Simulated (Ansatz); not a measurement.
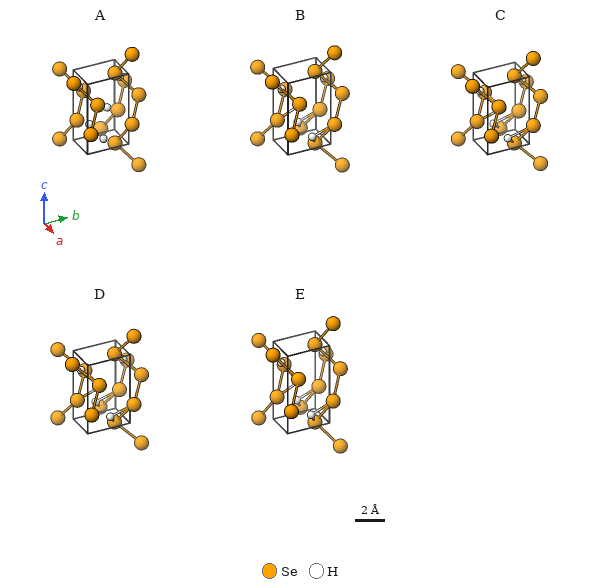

5 geometries from one relaxation of crystalline HSe (set up in P3_121) (coarse preliminary run), in shuffled order. The picture is a ball-and-stick view of the cell of the calculation, seen slightly off an axis.

Case: 3 H put on empty site 1 of 1 host cells, relaxed.

These are results of DFT PBE+D3(BJ), scalar-relativistic, plane waves, PAW (Ansatz), not measurements. Set-up: plane-wave cutoff 420 eV; k-point mesh 6 × 6 × 4; occupations gaussian; smearing width 0.1 eV; no spin polarisation; cell and atoms relaxed; force threshold 0.0325 eV/Å; at most 70 steps.

### Order the frames from highest to lowest energy.

A, C, D, B, E. They are steps 0, 2, 3, 4, 8, at +190 meV per atom, +87.6 meV per atom, +33.5 meV per atom, +12.8 meV per atom relative to the last. The largest moves relative to the cell, 0.71 Å, are those of H atoms. Largest moves by element: H 0.71 Å, Se 0.05 Å. Cell: a = b 4.066 → 4.129 Å (+1.5 %), c 5.127 → 5.673 Å (+10.6 %). Volume +14.1 %. Among the contacts that change: H–Se 2.327 → 1.839 Å, Se–Se 2.442 → 2.651 Å. New bonds form: H–Se (2.33 → 1.84 Å). The space group stays P3_121 (No. 152). After 7 accepted moves (8 points after the start) the energy has fallen by 190 meV per atom. The largest force component goes from 0.55 to 0.013 eV/Å. The pressure goes from −0.15 to 0.02 GPa. At 1 point the geometry stayed and the basis and grid were re-selected for the new cell (energy shift of 1.4 meV per atom at most each time).
